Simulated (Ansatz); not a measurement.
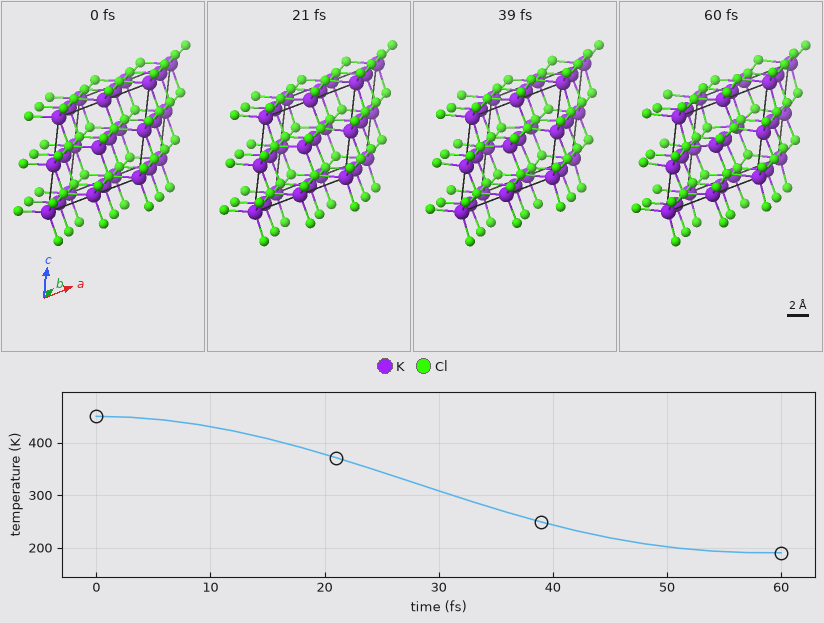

Molecular dynamics of a 16-atom cell of KCl (built on the zincblende type), 60 fs long. Frames and the history of the run. The picture is a ball-and-stick view of the reduced simulation cell, seen slightly off an axis. Bonds to atoms that aren't drawn are left out. Lengths and directions refer to the drawn axes.

The calculation used DFT, r2SCAN, plane waves, PAW in Ansatz 0.2.0. Run with plane-wave cutoff 500 eV; k-point mesh 2 × 2 × 2; Fermi-Dirac smearing 0.039 eV; constant energy (NVE); velocities drawn for 450 K; time step 3 fs.

What do the frames and curves show?

Answer. In the second half of the run the atoms are, in the root-mean-square, this far from where they began (common drift taken out): K 0.23 Å, Cl 0.18 Å. The run lasts only 60 fs, too short to tell vibration from diffusion. Over the second half the temperature averages 231 K (spread ±39 K). The potential energy is still drifting at the end, so the run hasn't reached equilibrium. The potential energy in the second half lies on average 26.5 meV per atom above the first frame. The total energy stays between 0 and 0.05 meV per atom of its start. A straight-line fit has a slope that amounts to +0.059 meV per atom over 60 fs (0.2 % of the mean kinetic energy), and the ripple about it is under 0.1 % of the kinetic energy's fluctuation. With a drift under 2 % and a ripple under 7 %, the integration is accurate.

The run took 4.5 min on 4 threads of Intel(R) Xeon(R) Platinum 8375C CPU @ 2.90GHz (Ice Lake), with other jobs on the host, peak memory 3.1 GiB.
